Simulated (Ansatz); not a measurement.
**A series of single points on Zr3Si2**

System: Zr3Si2 (10 atoms in the cell).
Method: DFT PBEsol, scalar-relativistic, plane waves, PAW, no spin polarisation (Ansatz 0.2.0).

The 8 runs differ only in the geometry, by a shift of atoms along one path in a fixed cell. The shift s is measured from run 5: Si8 moves along the Cartesian direction (0.71, −0.71, 0.00), and Zr1, Zr2, Zr3, Zr4, Si7, Si9 and Si10 with it in fixed proportion. The structure derives from a Materials Project entry.

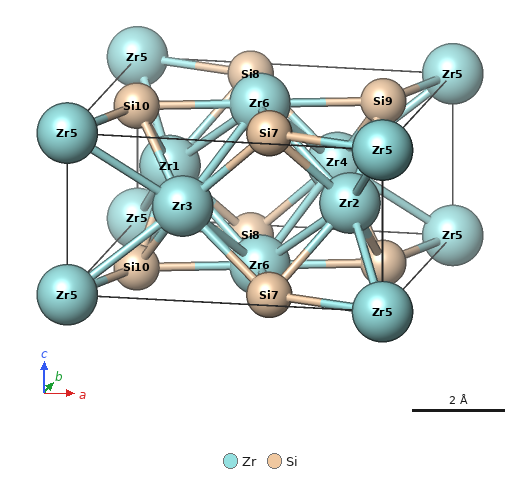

Figure 1. The structure of run 5 (ball-and-stick view of the cell of the calculation, seen slightly off an axis; atoms are numbered from 1 in the order of the input). An atom can appear more than once, as a periodic image.

### Input of run 5
```yaml
crystal:
  lattice:
    - [7.0655778271, 0.0, 0.0]
    - [0.0, 7.0655778271, 0.0]
    - [0.0, 0.0, 3.6444907296]
  atoms:
    - { symbol: Zr, position: [0.1759422464, 0.6730150404, 0.5] }
    - { symbol: Zr, position: [0.8240577536, 0.3269849596, 0.5] }
    - { symbol: Zr, position: [0.3269849596, 0.1759422464, 0.5] }
    - { symbol: Zr, position: [0.6730150404, 0.8240577536, 0.5] }
    - { symbol: Zr, position: [0.0, 0.0, 0.0] }
    - { symbol: Zr, position: [0.5, 0.5, 0.0] }
    - { symbol: Si, position: [0.6111312773, 0.1336487599, 0.0] }
    - { symbol: Si, position: [0.3888687227, 0.8663512401, 0.0] }
    - { symbol: Si, position: [0.8663512401, 0.6111312773, 0.0] }
    - { symbol: Si, position: [0.1336487599, 0.3888687227, 0.0] }
basis:
  ecutwfc: 420
kpoints:
  mp_grid: { grid: [6, 6, 12] }
hamiltonian:
  xc: pbesol
scf:
  occupations: { method: gaussian, width: 0.15 }
output:
  forces: true
  stress: true
  eigenvalues: true
```

Command:
```bash
ansatz run input.yaml --threads 2 --pin off --max-ram 5120MiB --backend cpu --events-out ev --progress --plain --runs-dir out
```

Lattice vectors (Å) and fractional positions of run 5:
```
   7.065578    0.000000    0.000000
   0.000000    7.065578    0.000000
   0.000000    0.000000    3.644491
Zr  0.175942  0.673015  0.500000
Zr  0.824058  0.326985  0.500000
Zr  0.326985  0.175942  0.500000
Zr  0.673015  0.824058  0.500000
Zr  0.000000  0.000000  0.000000
Zr  0.500000  0.500000  0.000000
Si  0.611131  0.133649  0.000000
Si  0.388869  0.866351  0.000000
Si  0.866351  0.611131  0.000000
Si  0.133649  0.388869  0.000000
```

Run 6 differs from it as follows:
```diff
-    - { symbol: Zr, position: [0.1759422464, 0.6730150404, 0.5] }
-    - { symbol: Zr, position: [0.8240577536, 0.3269849596, 0.5] }
-    - { symbol: Zr, position: [0.3269849596, 0.1759422464, 0.5] }
-    - { symbol: Zr, position: [0.6730150404, 0.8240577536, 0.5] }
+    - { symbol: Zr, position: [0.1769179817, 0.6720393051, 0.5] }
+    - { symbol: Zr, position: [0.8230820183, 0.3279606949, 0.5] }
+    - { symbol: Zr, position: [0.3279606949, 0.1769179817, 0.5] }
+    - { symbol: Zr, position: [0.6720393051, 0.8230820183, 0.5] }
-    - { symbol: Si, position: [0.6111312773, 0.1336487599, 0.0] }
-    - { symbol: Si, position: [0.3888687227, 0.8663512401, 0.0] }
-    - { symbol: Si, position: [0.8663512401, 0.6111312773, 0.0] }
-    - { symbol: Si, position: [0.1336487599, 0.3888687227, 0.0] }
+    - { symbol: Si, position: [0.6036254498, 0.1411545874, 0.0] }
+    - { symbol: Si, position: [0.3963745502, 0.8588454126, 0.0] }
+    - { symbol: Si, position: [0.8588454126, 0.6036254498, 0.0] }
+    - { symbol: Si, position: [0.1411545874, 0.3963745502, 0.0] }
```

### Results, with one run withheld

| run | shift s of Si8 (Å) | free energy per atom, from the lowest run given (meV) | pressure (GPa) | force along the path (eV/Å) |
| --- | --- | --- | --- | --- |
| 1 | −0.4125 | 206.15 | 4.26 | 14.278 |
| 2 | −0.2625 | 48.19 | 1.08 | 6.897 |
| 3 | −0.0750 | 0.00 | 0.10 | −1.702 |
| 4 | −0.0375 | 9.59 | 0.30 | −3.413 |
| 5 | 0.0000 | 25.62 | 0.62 | −5.142 |
| 6 | 0.0750 | ? | ? | ? |
| 7 | 0.1125 | 113.35 | 2.41 | −10.503 |
| 8 | 0.1500 | 156.21 | 3.27 | −12.365 |

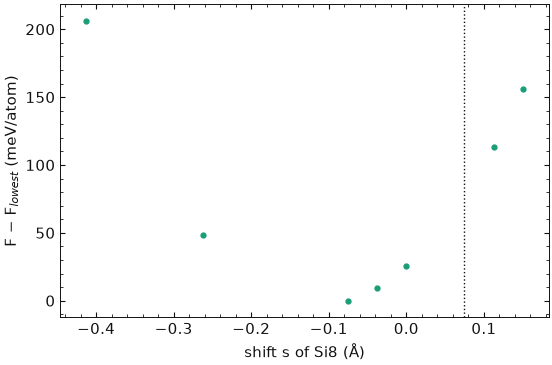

Figure 2. Free energy per atom of the runs given; the dotted line marks run 6.

Estimate the energy of run 6 from the others.

A cubic polynomial in the coordinate, fitted to the 7 runs given, misses them by at most 0.38 meV per atom. With x = s + 0.0750, it reads F = −0.36449 + 176.19 x + 2316.1 x² − 54.846 x³ (meV per atom). At run 6 it gives 77.99 meV per atom, and the run itself gives 77.39. The slope of the fit gives a force −dF/ds of −8.673 eV/Å along the path (summed over the atoms that move), and the printed forces give −8.682 eV/Å. The fit has its minimum at s = −0.1130 Å. The fit misses that run by 0.60 meV per atom.

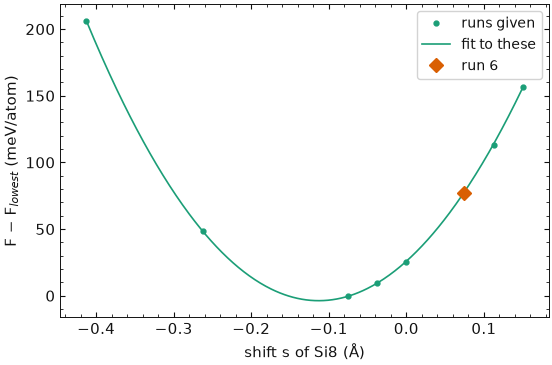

Figure 3. The fit and the withheld run.

### Output, shortened to warnings, some set-up lines, iterations and results (run 6)
```
Basis set: ecut = 420 eV, 3513 PW (Γ), exchange–correlation on 96×96×50 points (8 copies of the dense FFT grid, shifted against one another)
Symmetry: 8 space group operations
k-points: 77 of 432
Initial density: superposition of atomic densities (neutral atoms: chi_scale 0, normalization atom), corrected by the library's trained network
[...]
SCF iter   1: F=—  HF=-27266.641931 eV  |F-HF|=—  |Δ(HF+E_count)|=         —  Δρ=3.58e-3  dr2=2.15e-2  ethr=1.77e-3  ⟨swp⟩=5.7  Hψ=17014  notcnv=0
SCF iter   2: F=—  HF=-27266.637988 eV  |F-HF|=—  |Δ(HF+E_count)|=   3.94e-3  Δρ=2.06e-3  dr2=5.88e-3  ethr=2.45e-5  ⟨swp⟩=1.9  Hψ=5568  notcnv=0
SCF iter   3: F=—  HF=-27266.637037 eV  |F-HF|=—  |Δ(HF+E_count)|=   9.50e-4  Δρ=6.27e-4  dr2=1.33e-3  ethr=6.68e-6  ⟨swp⟩=2.8  Hψ=7266  notcnv=0
SCF iter   4: F=—  HF=-27266.636851 eV  |F-HF|=—  |Δ(HF+E_count)|=   1.86e-4  Δρ=1.08e-4  dr2=2.84e-5  ethr=1.51e-6  ⟨swp⟩=2.1  Hψ=4738  notcnv=0
SCF iter   5: F=—  HF=-27266.636932 eV  |F-HF|=—  |Δ(HF+E_count)|=   8.15e-5  Δρ=2.29e-5  dr2=1.96e-6  ethr=3.23e-8  ⟨swp⟩=2.0  Hψ=5768  notcnv=0
SCF iter   6: F=—  HF=-27266.636932 eV  |F-HF|=—  |Δ(HF+E_count)|=   1.70e-7  Δρ=7.35e-6  dr2=2.78e-7  ethr=2.22e-9  ⟨swp⟩=2.0  Hψ=4890  notcnv=0
SCF iter   7: F=-27266.636932 eV  HF=-27266.636932 eV  |F-HF|=2.76e-8  |Δ(HF+E_count)|=   2.82e-8  Δρ=2.44e-6  dr2=3.19e-8  ethr=1.14e-10  ⟨swp⟩=9.5  Hψ=15014  notcnv=0
SCF 1 converged in 7 iterations: F = -27266.636932 eV  dr2 = 3.19e-8
SCF converged after 7 iterations
Free energy (F): -27266.636932 eV
Harris-Foulkes:  -27266.636932 eV  (|F-HF|=2.76e-8)
Internal energy: -27266.546505 eV  (E = F + TS)
E sigma→0 (E₀):  -27266.591719 eV
Entropy (-TS):   -0.090427 eV (-9.043 meV/atom)
Fermi energy:    13.621208 eV
--- Per-component energies (eV) ---
  E_band       = -450.071832
  E_kinetic    = 2178.952347
  E_local      = -3911.774070  (includes V_loc(G=0)·N_el)
  E_nonlocal   = 593.034276
  E_hartree    = 1266.951222
  E_xc         = -1192.954877
  E_vxc        = -1344.428682  (∫ρ·V_xc dr)
  E_paw        = -19396.838445  (= ΣΔE_a)
  E_vpaw       = -499.759828  (= ΣTr[D̂ρ^β])
  E_aug_tail   = 0.000162  (compensation charges beyond the density's cutoff)
  E_ewald      = -6805.037685
  E_core_change = 1.120565  (= ΣΔE_core)
  E_smearing   = -0.090427  (= −TS)
  E_closure    = 0.000000  (closes the sum)
  Σ components = -27266.636932   (vs F -27266.636932, Δ=0.00e0)
--- Forces (eV/Å), atoms counted from 1 ---
  atom   1  Zr    -0.47299590     0.77050981     0.00000000
  atom   2  Zr     0.47299590    -0.77050981     0.00000000
  atom   3  Zr    -0.77050981    -0.47299590     0.00000000
  atom   4  Zr     0.77050981     0.47299590     0.00000000
  atom   5  Zr     0.00000000     0.00000000     0.00000000
  atom   6  Zr     0.00000000    -0.00000000     0.00000000
  atom   7  Si     1.38510833    -1.52286025     0.00000000
  atom   8  Si    -1.38510833     1.52286025     0.00000000
  atom   9  Si     1.52286025     1.38510833     0.00000000
  atom  10  Si    -1.52286025    -1.38510833     0.00000000
  max |Σ_I F_I| component: 4.44e-16 eV/Å
--- Stress (GPa, compression-positive) ---
        1.538058       0.000000       0.000000
       -0.000000       1.538058       0.000000
        0.000000       0.000000       1.960982
  P = ⅓ Tr σ = 1.6790 GPa (16.790 kbar)
```
